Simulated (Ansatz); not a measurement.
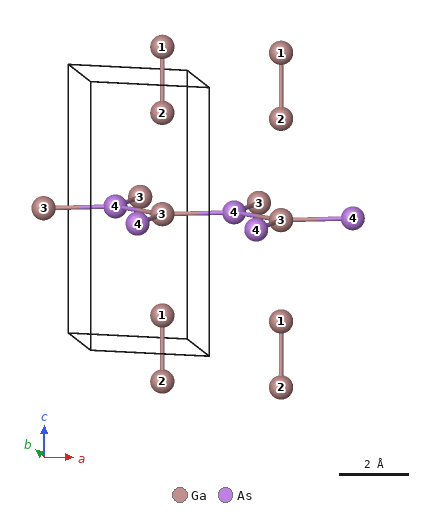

This is the input geometry for a relaxation of crystalline Ga$_{3}$As (a generated structure, set up in P-6m2) (coarse preliminary run). The picture is a ball-and-stick view of the cell of the calculation, repeated 2 × 1 × 1 with one cell outlined, seen slightly off an axis.

Level of theory: DFT PBE, scalar-relativistic, plane waves, PAW in Ansatz 0.2.0.

Input
```yaml
crystal:
  lattice:
    - [3.69839329, 0.0, 0.0]
    - [-1.84919665, 3.20290255, 0.0]
    - [0.0, 0.0, 7.94569625]
  atoms:
    - { symbol: Ga, position: [0.66666667, 0.33333333, 0.12284248] }
    - { symbol: Ga, position: [0.66666667, 0.33333333, 0.87715752] }
    - { symbol: Ga, position: [0.66666667, 0.33333333, 0.5] }
    - { symbol: As, position: [0.33333333, 0.66666667, 0.5] }
basis:
  ecutwfc: 420
kpoints:
  mp_grid: { grid: [6, 6, 2] }
hamiltonian:
  xc: pbe
scf:
  occupations: { method: gaussian, width: 0.1 }
  lower_state_search: "off"
output:
  forces: true
  stress: true
  eigenvalues: true
relax:
  adjacent_minimum: "off"
  f_tol: 0.04
  max_steps: 70
  cell: { stress_tol: 0.4 }
```

Launched with:
```bash
ansatz run input.yaml --threads 1 --pin off --max-ram 2560MiB --backend cpu --events-out ev --progress --plain --runs-dir out
```

Q: Where does the relaxation end?

A: The energy falls by 710 meV per atom in 6 accepted moves (8 points after the start). Largest force component: 8.5 eV/Å at the start, 0.012 eV/Å at the end. The pressure goes from 20.91 to 0.02 GPa. The SCF was repeated twice at an unchanged geometry on a basis and grid sized afresh for the cell, which shifted the energy by 5.5 meV per atom at most. The largest moves relative to the cell, 0.34 Å, are those of Ga1 and Ga2. Ga2 goes along −c. As stays in place. The volume changes by +26.2 %, with a = b 3.698 → 4.175 Å (+12.9 %), c 7.946 → 7.871 Å (−0.9 %). Some distances before and after: Ga1–Ga2 1.952 → 2.605 Å, Ga1–Ga3 2.997 → 2.633 Å, Ga3–As4 2.135 → 2.410 Å. The space group stays P-6m2 (No. 187). The run took 61 s on 1 thread of Intel(R) Xeon(R) Platinum 8259CL CPU @ 2.50GHz (Skylake/Cascade Lake), with other jobs on the host, peak memory 0.43 GiB.

Final geometry:

```
CELL_PARAMETERS angstrom
4.17476 0.00000 0.00000
-2.08738 3.61544 0.00000
0.00000 0.00000 7.87141
ATOMIC_POSITIONS crystal
Ga 0.66667 0.33333 0.16545
Ga 0.66667 0.33333 0.83455
Ga 0.66667 0.33333 0.50000
As 0.33333 0.66667 0.50000
```

After the run, drawn alike:

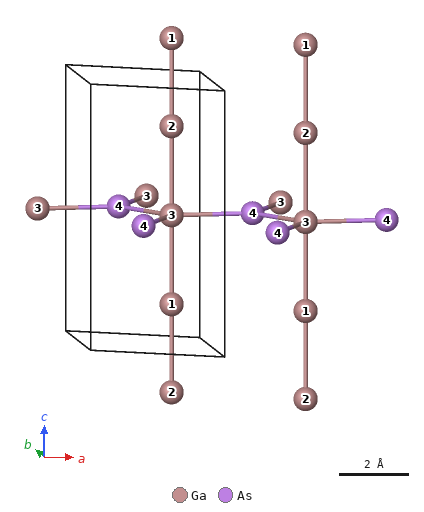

Limits of the set-up: the k-point mesh is coarse for a cell with partly filled bands.
